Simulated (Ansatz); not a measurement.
## STM study: Ru(100) (P6_3/mmc bulk, 10 atomic planes (those closer than 0.6 Å count as one), 10 Å)

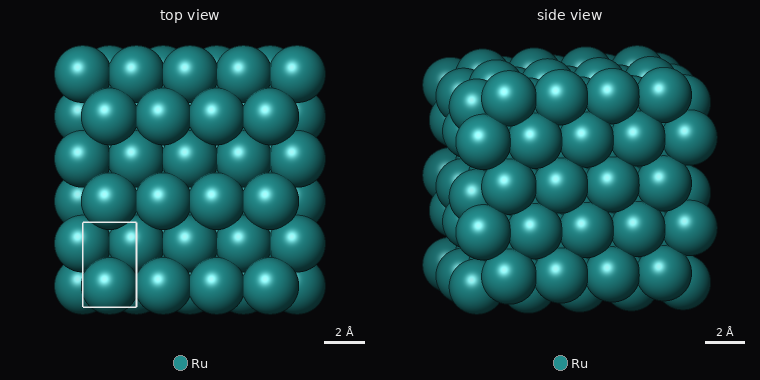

The relaxed structure from above and from the side.

Method: DFT PBE, scalar-relativistic, plane waves, PAW (Ansatz 0.2.0). Cutoff 420 eV, 18 × 12 k-points, Gaussian smearing 0.1 eV, dipole correction. The slab is a cut without reconstruction beyond its cell, at the source's lattice constants, with its lower half held fixed and the rest relaxed. Of the two ways to cut these planes this one leaves the narrow spacing on top (0.78 Å as cut, then 1.56 Å). No spin polarisation. The run couldn't confirm all of its levels under its output density. The run warns that the functional's potential is rough in the thin density of the vacuum, where the tip is; weak contrasts and barriers may feel it.

Tersoff–Hamann simulation (s-wave tip); biases are sample biases. Bias windows are sharp sums over the levels of the k mesh.

The calculation's input:

```yaml
crystal:
  lattice:
    - [2.70579933, 0.0, 0.0]
    - [0.0, 4.2819, 0.0]
    - [0.0, 0.0, 30.1542609869]
  atoms:
    - { symbol: Ru, position: [0.0, 0.75, 0.3316280908] }
    - { symbol: Ru, position: [0.5, 0.25, 0.3575314672] }
    - { symbol: Ru, position: [0.5, 0.75, 0.4093382013] }
    - { symbol: Ru, position: [0.0, 0.25, 0.4352415777] }
    - { symbol: Ru, position: [0.0, 0.75, 0.4870483118] }
    - { symbol: Ru, position: [0.5, 0.25, 0.513335867] }
    - { symbol: Ru, position: [0.5, 0.75, 0.5662187965] }
    - { symbol: Ru, position: [0.0, 0.25, 0.5920027503] }
    - { symbol: Ru, position: [0.0, 0.75, 0.6436389405] }
    - { symbol: Ru, position: [0.5, 0.25, 0.6665181761] }
basis:
  ecutwfc: 420.0
  fft_grid_basis: typed
kpoints:
  mp_grid: { grid: [18, 12, 1] }
hamiltonian:
  xc: pbe
  pseudopotentials: { kind: paw }
scf:
  occupations: { method: gaussian, width: 0.1 }
output:
  forces: true
  eigenvalues: true
  band_densities:
    - { e_range: [-2.0, -1.0] }
    - { e_range: [-1.0, -0.5] }
    - { e_range: [-0.5, -0.25] }
    - { e_range: [-0.25, 0.0] }
    - { e_range: [0.0, 0.25] }
    - { e_range: [0.25, 0.5] }
    - { e_range: [0.5, 1.0] }
    - { e_range: [1.0, 1.5] }
  band_residual_tolerance: 1.0e-05
  write_potential: true
  elf: true
  write_density: true
  volumetric_format: npy
efield:
  axis: 3
  dipole_correction: true
  ramp_width: 0.04
checkpoint:
  read: start.run
  write: ck
  compress: false
  write_wavefunctions: false
  write_every: 100000
```

Command:

```sh
ansatz run input.yaml --threads 2 --pin off --max-ram 4423MiB --backend cpu --events-out ev --progress --plain --runs-dir out
```

This step took 11 min on 2 threads of Arm Neoverse N1, on a shared host, peak memory 2.1 GiB; the relaxation before it isn't counted.

### 1. One image

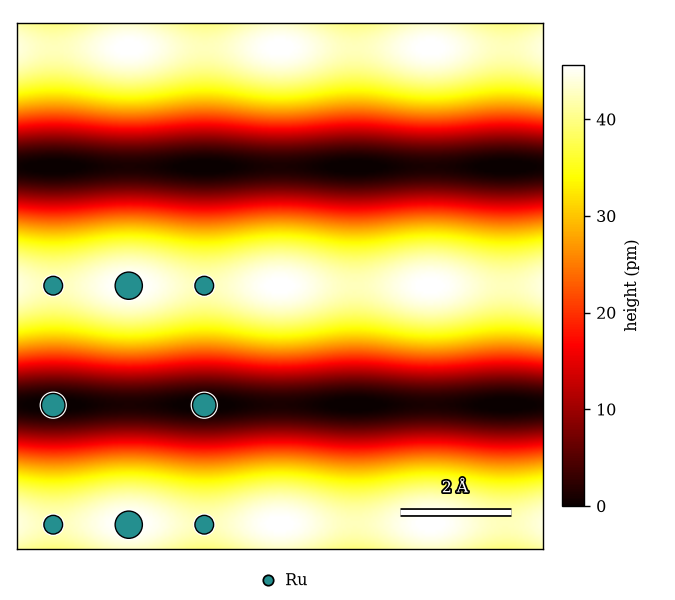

Constant-current image at a set point of 2.0 × 10⁻⁴ e/Å³ of this surface, sample bias +1.00 V. The atoms seen from above are drawn over one corner (deeper ones smaller).

**Which atoms or sites appear bright, which dark, and how strong is the contrast?**

The brightest spots lie over the top Ru atoms; the darkest points are over the Ru atoms 0.7 Å below the top plane. The corrugation is 46 pm at a mean tip height of 3.5 Å.

### 2. Approach curves

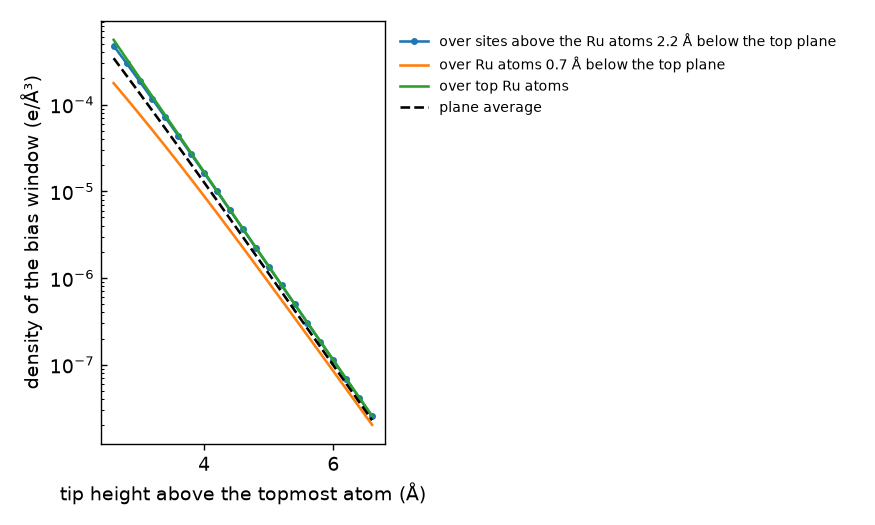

Approach curves over this surface at a sample bias of −0.25 V.

**How fast does the current decay, and what apparent barrier height does that imply?**

Near 4 Å the plane average falls as exp(−2.40 z/Å), a factor of 11 per ångström, which gives an apparent barrier of 5.5 eV (0.952 eV Å² times the slope squared). The vacuum level lies 4.80 eV above zero bias. The apparent barrier is above 4.80 eV. The value exceeds even the 5.05 eV between the vacuum level and the deepest states of the window, so their depth alone doesn't explain it. States away from the zone centre decay faster, since their momentum along the surface adds to the barrier, and that may account for the rest.

### 3. Bias series

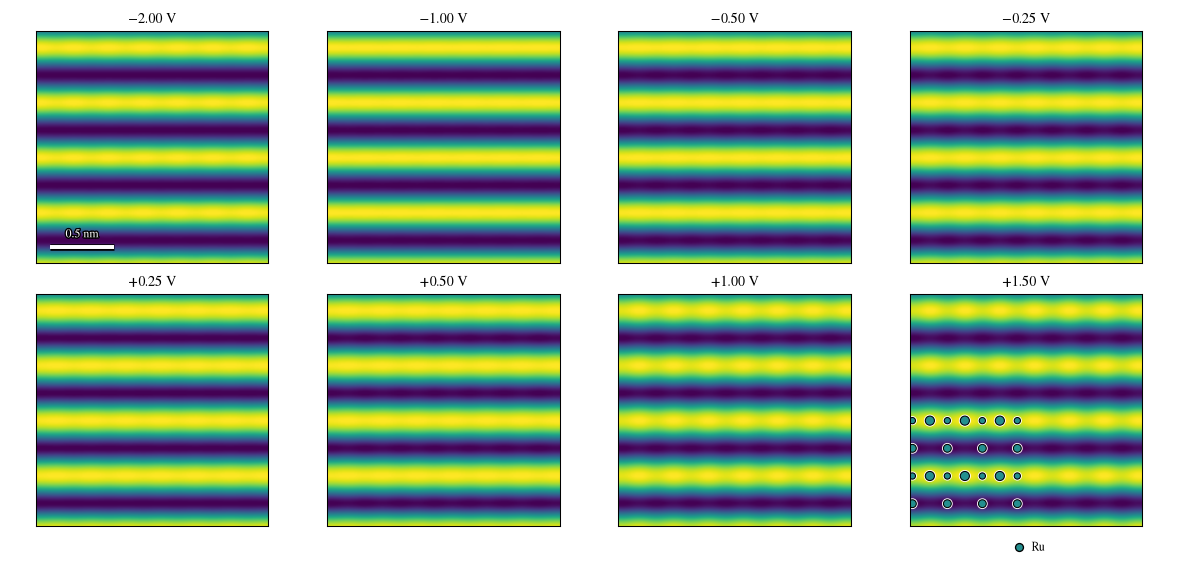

Constant-current images of this surface at 8 sample biases, each on its own colour scale; the last has the atoms seen from above drawn over one corner (deeper ones smaller).

**How do the images change with bias?**

```json
{"bias": "−2.00 V", "set point (e/Å³)": "1.4 × 10⁻⁵", "corrugation": "12 pm", "brightest over": "sites above the Ru atoms 2.2 Å below the top plane and top Ru atoms"}
{"bias": "−1.00 V", "set point (e/Å³)": "1.1 × 10⁻⁵", "corrugation": "15 pm", "brightest over": "sites above the Ru atoms 2.2 Å below the top plane and top Ru atoms"}
{"bias": "−0.50 V", "set point (e/Å³)": "7.4 × 10⁻⁶", "corrugation": "19 pm", "brightest over": "top Ru atoms and sites above the Ru atoms 2.2 Å below the top plane"}
{"bias": "−0.25 V", "set point (e/Å³)": "3.8 × 10⁻⁶", "corrugation": "22 pm", "brightest over": "top Ru atoms and sites above the Ru atoms 2.2 Å below the top plane"}
{"bias": "+0.25 V", "set point (e/Å³)": "4.6 × 10⁻⁶", "corrugation": "21 pm", "brightest over": "top Ru atoms and sites above the Ru atoms 2.2 Å below the top plane"}
{"bias": "+0.50 V", "set point (e/Å³)": "9.4 × 10⁻⁶", "corrugation": "28 pm", "brightest over": "top Ru atoms and sites above the Ru atoms 2.2 Å below the top plane"}
{"bias": "+1.00 V", "set point (e/Å³)": "2.2 × 10⁻⁵", "corrugation": "27 pm", "brightest over": "top Ru atoms and sites above the Ru atoms 2.2 Å below the top plane"}
{"bias": "+1.50 V", "set point (e/Å³)": "3.8 × 10⁻⁵", "corrugation": "23 pm", "brightest over": "top Ru atoms"}
```

The slab has states at the Fermi level, so this model gives a current down to small biases. Its work function (top face) is 4.80 eV.

The weakest contrasts here depend on the k mesh and on the tip.
